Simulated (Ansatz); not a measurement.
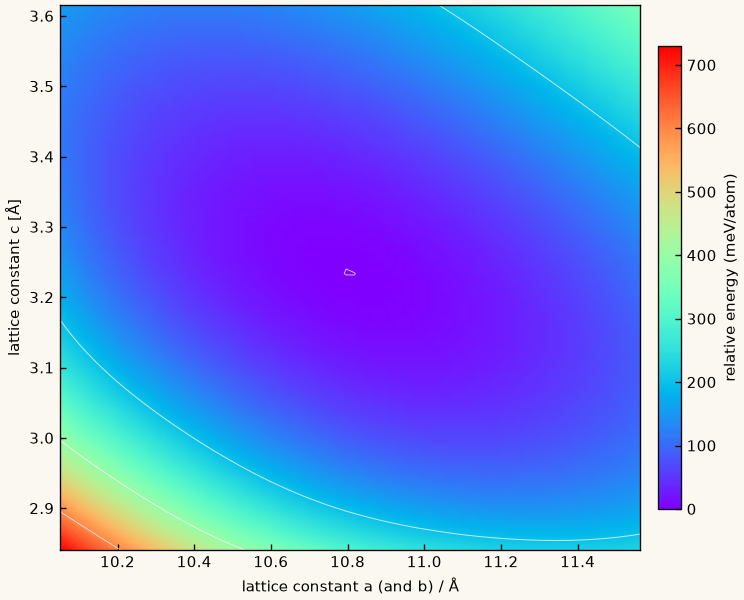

SnO2 (I4/m, No. 87; 12 atoms in the cell). The energy is mapped over the lattice constants a and c of the conventional cell. The first coordinate is: lattice constant a (and b); the second: lattice constant c. Nothing is relaxed (fractional coordinates fixed). The scan uses a 5 × 5 grid. Points are written as (first, second). All energies are given in meV/atom relative to the lowest grid point. These are results of DFT PBE, scalar-relativistic, plane waves, PAW (Ansatz), not measurements. Settings: cutoff 520 eV, k-mesh 10×10×10, gaussian smearing 0.05 eV, no spin polarisation.

Drawn: a smooth colour map with a few white contour lines. Between grid points the surface is interpolated.

The lowest grid point is at (10.807 Å, 3.228 Å). No other kind of well shows on this grid. The highest grid point, (10.050 Å, 2.841 Å), lies 730 meV/atom above the lowest. Round the minimum the valley is somewhat tilted: raising lattice constant a (and b) shifts the best value of lattice constant c downwards (coupling k₁₂/√(k₁₁k₂₂) about 0.5).

The level of theory is changed to Ansatz 0.2.0, DFT LDA, scalar-relativistic, plane waves, PAW; with it change the cell, relaxed at the new level (first cell vector 7.645 Å, before 7.810 Å); the new grid has 5 × 5 points, laid about the new relaxed structure.

What does this change do to the map?

The minimum (interpolated where it lies between grid points) moves from (10.807 Å, 3.228 Å) to (10.58 Å, 3.174 Å). The curvature at the minimum changes from about 5.4 to 6.3 eV/Å² along lattice constant a (and b) and from about 33 to 38 eV/Å² along lattice constant c (per cell).

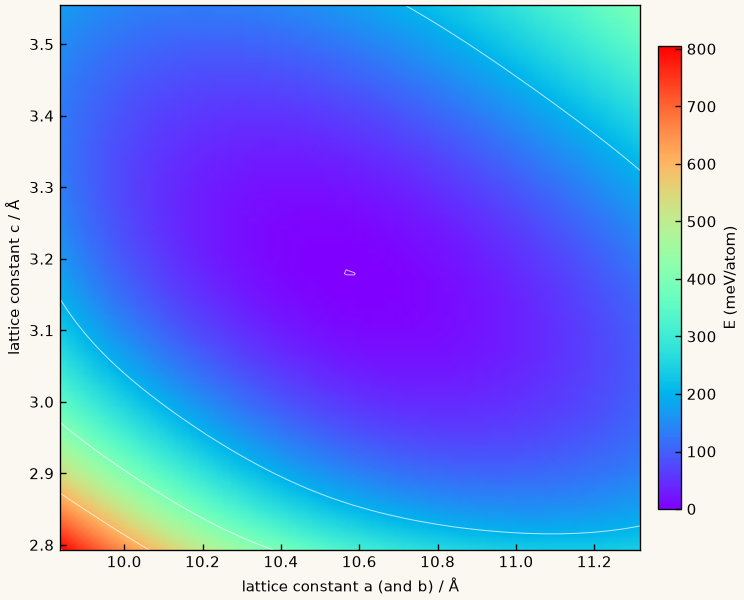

The map after the change, on a colour scale of its own. In the figure: a smooth colour map with a few white contour lines. Between grid points the surface is interpolated.

PAW datasets: the set soft_1.
